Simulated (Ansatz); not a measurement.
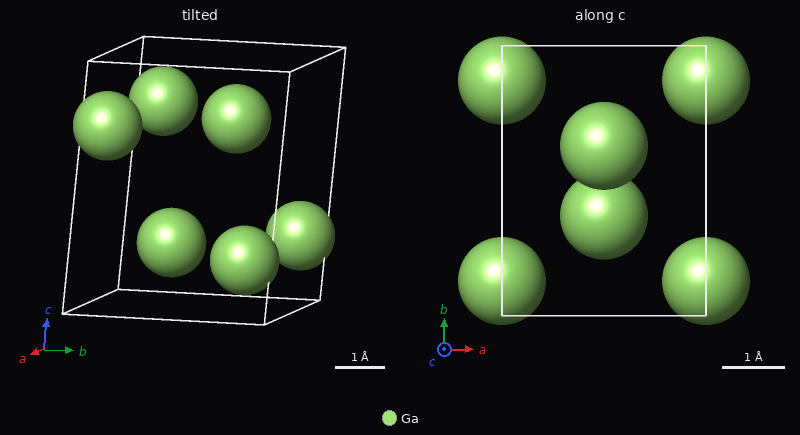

The image is a spheres-only drawing of a crystal, viewed slightly off an axis and along the c axis. The parallelepiped is the conventional unit cell.

Ga, space group C2/c (No. 15), a = 3.484 Å, b = 4.396 Å, c = 5.275 Å, α = 90.00°, β = 107.70°, γ = 90.00°. Origin of the cell: a structure type filled with this element by a generator (whether the element takes this form wasn't checked). Earlier steps of the study may have refined or changed the cell and positions. A calculation with Ansatz used it as input.

This one geometry was computed with Ansatz (DFT, plane waves, PAW) at three levels of theory: PBEsol, PBE and r2SCAN.

Which level gives the highest pressure at this volume, and what does that say about its equilibrium volume?

Answer. Highest: PBE (0.0 GPa), which points to the largest equilibrium volume. Lowest, with the smallest volume: PBEsol (-3.4 GPa). Levels within 0.5 GPa of each other can't be told apart.

How does the band gap change with the level of theory?

Answer. All levels give a metal.

Collect the results in a table.

Answer.
| level | cutoff (eV) | k-mesh of the run's cell | gap (eV) | pressure (GPa) |
| --- | --- | --- | --- | --- |
| PBEsol | 420 | 20×20×12 | metal | -3.4 |
| PBE | 420 | 20×20×12 | metal | 0.0 |
| r2SCAN | 500 | 20×20×12 | metal | -2.8 |

Gaps are taken on the k-mesh or band path of each run.
